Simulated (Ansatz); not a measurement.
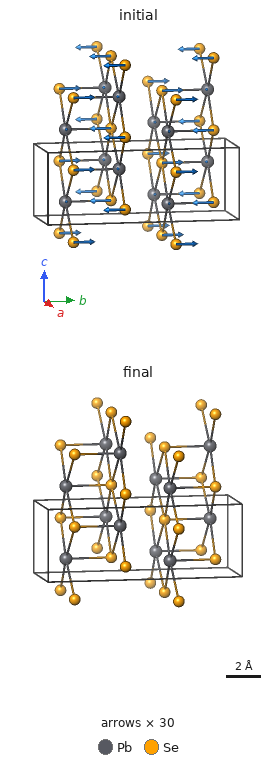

The structure of crystalline PbSe (built on the database structure type) before (top) and after (bottom) a relaxation, at one scale. The blue arrows give the displacements (the part carried along by the change of the cell is left out), magnified 30 times.

The picture is a ball-and-stick view of the conventional cell (2 times the calculation's cell), repeated 1 × 1 × 2 with one cell outlined, seen slightly off an axis. Lengths and directions refer to the drawn axes.

All numbers below come from DFT, r2SCAN+rVV10, plane waves, PAW in Ansatz.

The input:
```yaml
crystal:
  lattice:
    - [2.1171700305, -5.9125067532, 0.0]
    - [2.1171700305, 5.9125067532, 0.0]
    - [0.0, 0.0, 4.4167436367]
  atoms:
    - { symbol: Pb, position: [0.6279304323, 0.3720695677, 0.75] }
    - { symbol: Pb, position: [0.3720695677, 0.6279304323, 0.25] }
    - { symbol: Se, position: [0.8664590704, 0.1335409296, 0.75] }
    - { symbol: Se, position: [0.1335409296, 0.8664590704, 0.25] }
kpoints:
  mp_grid: { grid: [6, 6, 6] }
hamiltonian:
  xc: r2scan
  dispersion: rvv10
scf:
  occupations: { method: fermi_dirac, width: 0.03 }
relax:
  f_tol: 0.01
  cell: {}
  max_steps: 120
output:
  write_density: true
  write_potential: true
  elf: true
  volumetric_format: npy
```

Launched with:
```bash
ansatz run input.yaml --threads 2 --pin off --max-ram 2211MiB --backend cpu --events-out ev --progress --plain --runs-dir out
```

**Summarise the run.**

After 2 accepted moves (4 points after the start) the energy has fallen by 3.3 meV per atom. The largest force component goes from 0.1 to 0.0027 eV/Å. The pressure goes from 1.03 to −0.01 GPa. The line search rejected the trial step at point 1 of the run. The SCF was repeated once at an unchanged geometry on a basis and grid sized afresh for the cell, which shifted the energy by less than 0.05 meV per atom at most. The largest moves relative to the cell, 0.046 Å, are those of Se3 and Se4. Se4 goes along −b. Largest moves by element: Se 0.046 Å, Pb 0.006 Å. The volume changes by +2.8 %, with a 4.234 → 4.271 Å (+0.9 %), b 11.825 → 12.001 Å (+1.5 %), c 4.417 → 4.435 Å (+0.4 %). Among the contacts that change: Pb1–Se4 3.060 → 3.081 Å, Pb1–Se3 2.821 → 2.811 Å. The space group stays Cmcm (No. 63).
